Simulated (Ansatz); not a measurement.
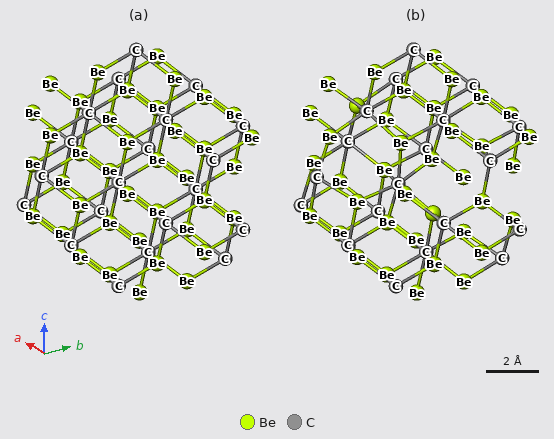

Left: perfect Be2C. Right: the same region with a pair of point defects, after relaxing the atoms in a supercell of 96 sites. The picture is a ball-and-stick view of the atoms within 5.1 Å of one point, in a slice 5.0 Å thick across the line of sight, seen from a free direction.

The calculation used Ansatz, DFT, PBEsol, PAW, plane waves. Settings: plane-wave cutoff 420 eV; k-point mesh 1 × 1 × 1; mesh shifted by (0.25, 0.25, 0.25); collinear spin. Fermi-Dirac smearing of 0.01 eV. The axes drawn are those of the host's conventional cell.

> What kind of defect was made?

A beryllium atom is taken out (a vacancy) and a carbon atom is taken out (a vacancy), the two sites 4.7 Å apart.

The charge state of the cell is 0.

> What does the relaxation do around it?

Around the empty Be site the host had 4 C at 1.87 Å, 6 Be at 2.16 Å; after relaxation the nearest atoms are 4 C at 1.96 to 1.98 Å, 6 Be at 1.97 to 2.02 Å. Around the empty C site the host had 8 Be at 1.87 Å; after relaxation the nearest atoms are 8 Be at 1.95 to 1.98 Å. Of the host's atoms, a beryllium atom moves furthest from its site, by 0.19 Å. The cell ends without a net magnetic moment.
